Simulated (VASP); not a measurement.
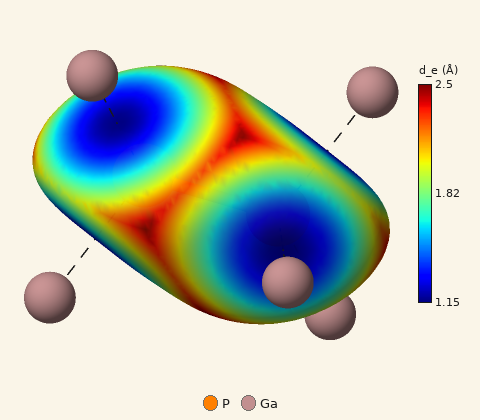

Hirshfeld surface computed for one P₂ unit (covalently bonded non-metal atoms) in GaP (R-3m, No. 166), coloured by d_e. Dashed lines lead to the closest neighbours outside.

The surface is where the fragment's share of the procrystal density (the sum of the densities of spherically averaged neutral Hartree-Fock atoms) equals one half. d_i and d_e are the distances from the surface to the nearest nucleus inside and outside.

The cell is taken from a cell listed in the Materials Project, as set up for an electronic-structure calculation.

```cif
data_structure
_symmetry_space_group_name_H-M 'R-3m:H'
_symmetry_Int_Tables_number 166
_cell_length_a 3.8860
_cell_length_b 3.8860
_cell_length_c 19.2924
_cell_angle_alpha 90.000
_cell_angle_beta 90.000
_cell_angle_gamma 120.000
_cell_volume 252.31
loop_
_atom_site_label
_atom_site_type_symbol
_atom_site_symmetry_multiplicity
_atom_site_Wyckoff_symbol
_atom_site_fract_x
_atom_site_fract_y
_atom_site_fract_z
_atom_site_occupancy
Ga1 Ga 6 c 0.33333 0.66667 0.23129 1
P1 P 6 c 0.66667 0.33333 0.27594 1
```

> What is the shortest distance from the fragment to an atom outside it?

P–Ga, 2.40 Å.

> How is the surface shared among contacts (nearest atom inside ··· nearest atom outside)?

P···Ga 100 %. The surface faces 6 neighbours with more than 2 % of its area each: 6 Ga.

> Give the size and shape of the surface.

It encloses about 33.9 Å³, has an area of about 55 Å² and a globularity of 0.93 (1 for a sphere).
